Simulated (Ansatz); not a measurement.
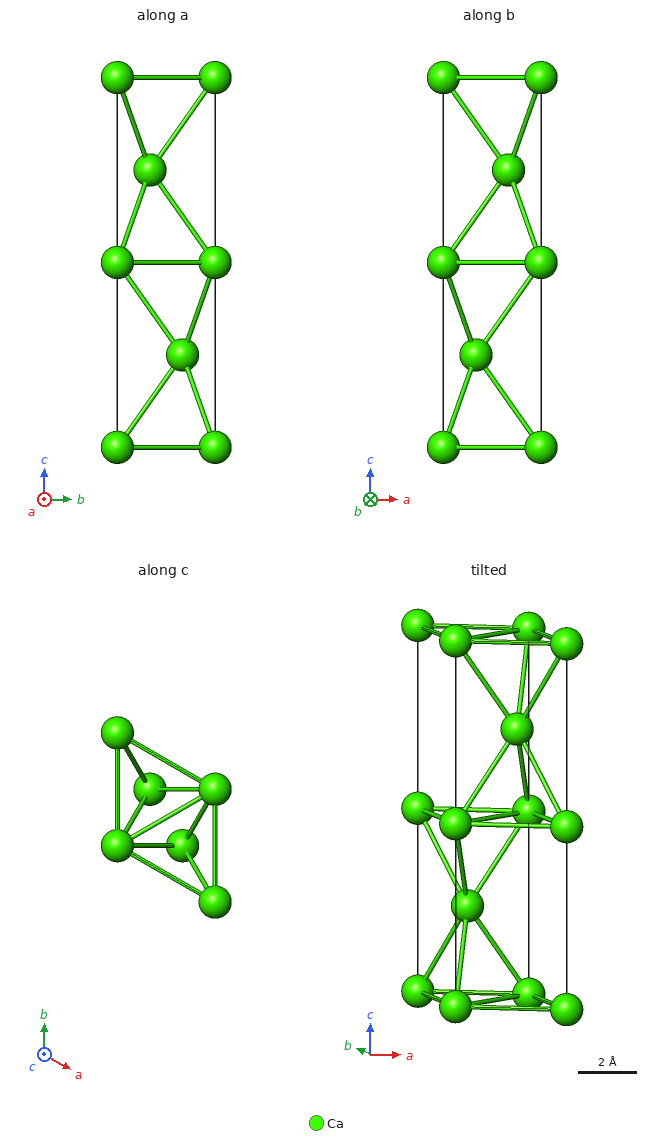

Ball-and-stick representation of a periodic structure, projected along the a axis, along the b axis, along the c axis and slightly off an axis. Lines trace the edges of the conventional unit cell.

Lattice parameters: a = 3.907 Å, b = 3.907 Å, c = 12.804 Å, α = 90.00°, β = 90.00°, γ = 120.00°. Put a along x and b in the xy plane.

Record the structure as a POSCAR file.

```
Ca
1.0
     3.907    0.000    0.000
    -1.953    3.383    0.000
     0.000    0.000   12.804
Ca
4
Direct
  0.0000 0.0000 0.0000
  0.0000 0.0000 0.5000
  0.3333 0.6667 0.2500
  0.6667 0.3333 0.7500
```

It derives from a structure type filled with this element by a generator (whether the element takes this form wasn't checked). Earlier steps of the study may have refined or changed the cell and positions. Ansatz was used for an electronic-structure calculation on it.
